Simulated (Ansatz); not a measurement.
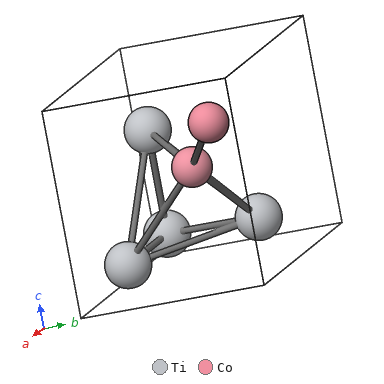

System: Ti₂Co, space group Fd-3m (No. 227). The picture shows the cell.

Input file:
```
crystal:
  lattice:
    - [0.0, 3.434254547, 3.434254547]
    - [3.434254547, 0.0, 3.434254547]
    - [3.434254547, 3.434254547, 0.0]
  atoms:
    - { symbol: Ti, position: [0.125, 0.125, 0.125] }
    - { symbol: Ti, position: [0.625, 0.125, 0.125] }
    - { symbol: Ti, position: [0.125, 0.125, 0.625] }
    - { symbol: Ti, position: [0.125, 0.625, 0.125] }
    - { symbol: Co, position: [0.5, 0.5, 0.5], spin: 0.58 }
    - { symbol: Co, position: [0.75, 0.75, 0.75], spin: 0.58 }
basis:
  ecutwfc: 420
kpoints:
  mp_grid: { grid: [10, 10, 10] }
hamiltonian:
  xc: lda
scf:
  occupations: { method: gaussian, width: 0.2 }
output:
  forces: true
  stress: true
  eigenvalues: true
  populations: true
magnetization:
  spin_polarized: true
elastic:
  mode: relaxed_ion
  amplitude: 0.005
  stencil: two_point
```

Command:
```bash
ansatz run input.yaml --threads 2 --pin off --max-ram 6144MiB --backend cpu --events-out ev --progress --plain --runs-dir out
```

How it was computed, with Ansatz 0.2.0: elastic stress-strain coefficients at zero temperature from small strains of the given cell, Voigt order xx yy zz yz xz xy, Cartesian axes of the cell vectors; plane waves with PAW datasets, Γ-centred k mesh. Level: LDA, collinear spin. The state reached is ferromagnetic.

- wave cutoff: 420 eV
- k mesh: 10×10×10
- occupations: Gaussian
- smearing width: 0.2 eV
- ions: relaxed
- strain amplitude: 0.005

Describe the result: the Young's modulus as a function of direction in the xy, xz and yz planes.

Over all directions E runs from 45 to 46 GPa, a ratio of 1.02, so the solid is nearly isotropic. E is 46 GPa along x, y and z alike, and 45 GPa along the body diagonal x + y + z. The Hill averages are K = 133 GPa and G = 16 GPa, Poisson's ratio 0.44; K/G = 8.55, above Pugh's empirical 1.75, a sign of ductile behaviour in a metal.

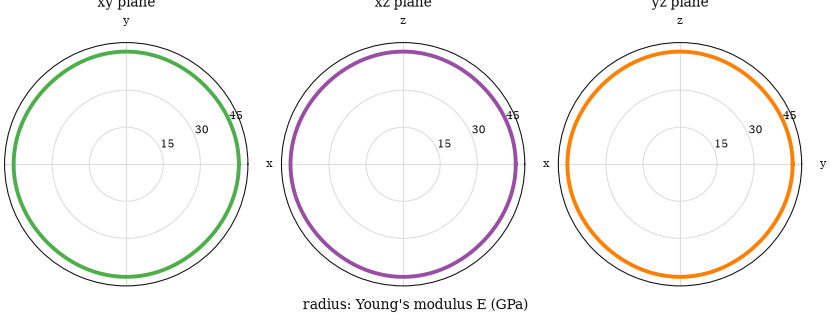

Note: cell is a saddle point at the zone centre; metal sensitive to the k mesh.
